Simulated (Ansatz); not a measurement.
The Ansatz input:

```
crystal:
  lattice:
    - [-3.557319, 0.0, 0.0]
    - [0.0, -4.707269, 0.0]
    - [1.77866, 0.0, 5.642274]
  atoms:
    - { symbol: As, position: [0.098, 0.91, 0.196] }
    - { symbol: As, position: [0.598, 0.59, 0.196] }
    - { symbol: As, position: [0.902, 0.09, 0.804] }
    - { symbol: As, position: [0.402, 0.41, 0.804] }
  symmetry: { tolerance: 0.0003 }
kpoints:
  mp_grid: { grid: [8, 6, 8], shift: [0, 0, 0] }
  band_path:
    path:
      - [0.0, 0.0, 0.0]
      - [0.0, 0.0, 0.5]
      - [0.45031248, 0.0, 0.27484376]
      - [0.54968752, 0.0, -0.27484376]
      - [0.0, 0.0, 0.0]
      - [0.0, -0.5, 0.0]
      - [0.54968752, -0.5, -0.27484376]
      - [0.45031248, -0.5, 0.27484376]
      - [0.0, -0.5, 0.5]
      - [0.0, 0.0, 0.5]
      - [0.0, 0.0, 0.0]
    npoints: 6
magnetization:
  spin_polarized: false
scf:
  occupations: { method: fermi_dirac, width: 0.0199 }
  lower_state_search: "off"
  max_iter: 200
hamiltonian:
  pseudopotentials: { kind: paw }
  xc: pbe
basis:
  ecutwfc: 420
  fft_grid_basis: typed
output:
  forces: true
  stress: true
  eigenvalues: true
  bader: true
  populations: true
  elf: true
  write_potential: true
  volumetric_format: npy
  dos:
    e_range: [-12, 8]
    de: 0.05
    projected: { site_lists: { As: [As] } }
checkpoint:
  read: saved_state
```

Run as:
```bash
ansatz run input.yaml --threads 1 --pin off --max-ram 2560MiB --backend cpu --events-out ev --progress --plain --runs-dir out
```

Predict the main features of the band structure. The path is Γ–Y–C0–Σ0–Γ–Z–A0–E0–T–Y–Γ.

The material is gapped. The gap along this path is 0.16 eV and direct: both edges lie at Y. The top valence level at Y is a single band, not degenerate (spin aside). The top valence band spans 2.7 eV and the lowest conduction band 2.8 eV. The direct gaps are 2.87 eV at C0, 3.53 eV at E0 and 0.16 eV at Y.

The structure was built from a prototype or by substitution, so it need not be a known phase. The atoms aren't at rest in this cell (largest force 2.4 eV/Å), so the relaxed material can differ. The cell is at 12 GPa in this functional.

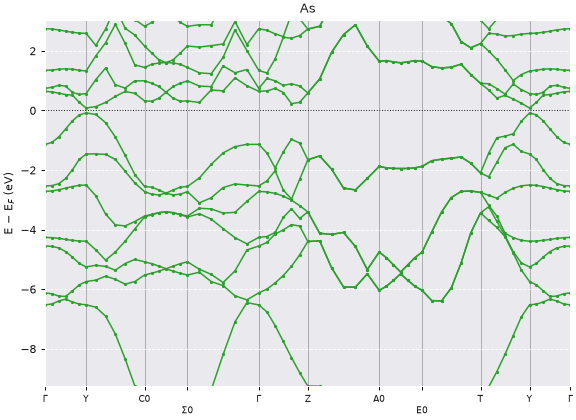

Band structure. Energies are counted from the Fermi level. The path runs straight from each named point to the next. The path has few k points, so lines between them are rough.
